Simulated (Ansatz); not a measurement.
## Electronic structure of C in real space

Input

```
crystal:
  lattice:
    - [0.0, 1.7834, 1.7834]
    - [1.7834, 0.0, 1.7834]
    - [1.7834, 1.7834, 0.0]
  atoms:
    - { symbol: C, position: [0.5, 0.5, 0.5] }
    - { symbol: C, position: [0.75, 0.75, 0.75] }
basis:
  ecutwfc: 500
kpoints:
  mp_grid: { grid: [12, 12, 12] }
hamiltonian:
  xc: r2scan
scf:
  occupations: { method: gaussian, width: 0.05 }
output:
  forces: true
  stress: true
  eigenvalues: true
  write_density: true
  write_potential: true
  elf: true
  volumetric_format: npy
```

Command:

```sh
ansatz run input.yaml --threads 1 --pin off --max-ram 2560MiB --backend cpu --events-out ev --progress --plain --runs-dir out
```

Below, planes, directions and counts refer to the conventional cell (a = 3.57 Å, b = 3.57 Å, c = 3.57 Å, α = 90.00°, β = 90.00°, γ = 90.00°).

Space group Fd-3m; computed pressure about −2 GPa in this cell.

Level of theory: DFT r2SCAN, scalar-relativistic, plane waves, PAW in Ansatz 0.2.0.

In a PAW calculation such maps are meaningful between the atoms, not at the nuclei.

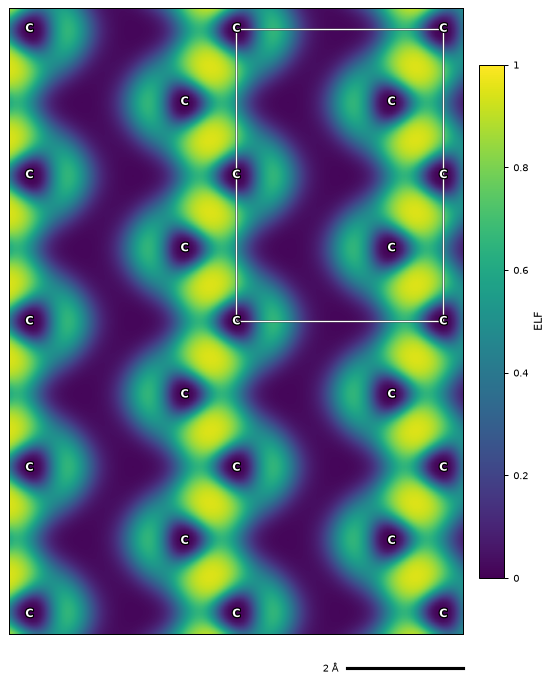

Figure 1. ELF on the (011) plane of the conventional cell.

Interpret the plot.

Answer.
- The section cuts through C sites.
- C–C (1.54 Å): the ELF peaks at about 0.95 between the atoms: a covalent bond.

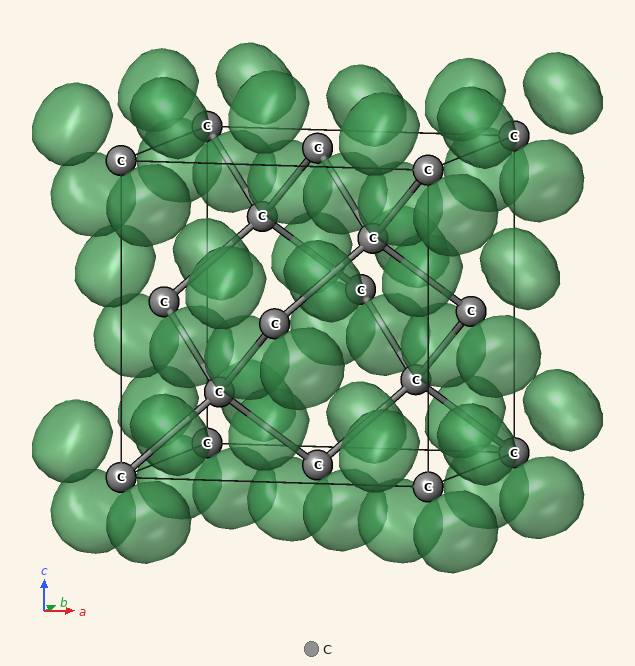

Figure 2. Isosurface of the ELF at 0.75 (green), seen slightly off an axis. Only the valence region is drawn (cores and ρ < 0.01 e/Å³ removed). Sticks mark near contacts.

What do the ELF domains correspond to?

Answer. The ELF exceeds this value in 16 regions between bonded C–C atoms (shared pairs), counted in one cell of 8 atoms. Regions shared between cells count once.

Does the calculation give a band gap?

Answer. It is gapped, with a Kohn–Sham gap of 4.4 eV on the k-point mesh (the band edges may lie off the mesh, which would make the gap smaller).
